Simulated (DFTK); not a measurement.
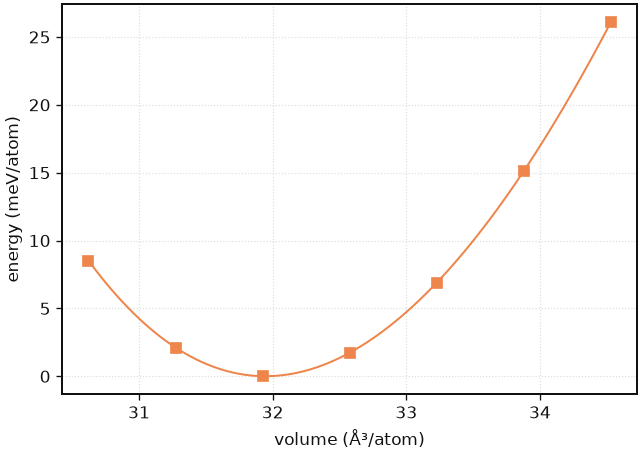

The figure shows the energy against volume for BaS, space group Fm-3m (No. 225).

Structure:
```
Ba S
1.0
     0.00000    3.19375    3.19375
     3.19375    0.00000    3.19375
     3.19375    3.19375    0.00000
Ba S
1 1
Direct
  0.00000 0.00000 0.00000
  0.50000 0.50000 0.50000
```

Calculation (DFTK 0.8.2): plane-wave DFT, no spin polarisation; energies at scaled volumes of the given cell, shape and fractions fixed, counted from the fit's minimum, third-order Birch-Murnaghan fit. Level: PBEsol.

k mesh 7×7×7; occupations Fermi–Dirac; smearing width 0.05 eV; potentials dojo.nc.sr.pbesol.v0_4_1.standard; wave cutoff 870.8 eV.

From this curve and the settings, what does the calculation give for the pressure at the same points?

The pressure falls from 2.15 GPa at volume 30.62 Å³/atom to −3.01 GPa at 34.53 Å³/atom, and changes sign near 31.95 Å³/atom.

| volume (Å³/atom) | pressure (GPa) |
| --- | --- |
| 30.62 | 2.15 |
| 31.27 | 1.03 |
| 31.92 | 0.03 |
| 32.58 | −0.86 |
| 33.23 | −1.66 |
| 33.88 | −2.38 |
| 34.53 | −3.01 |

Caveats: this release of the barium file is off.
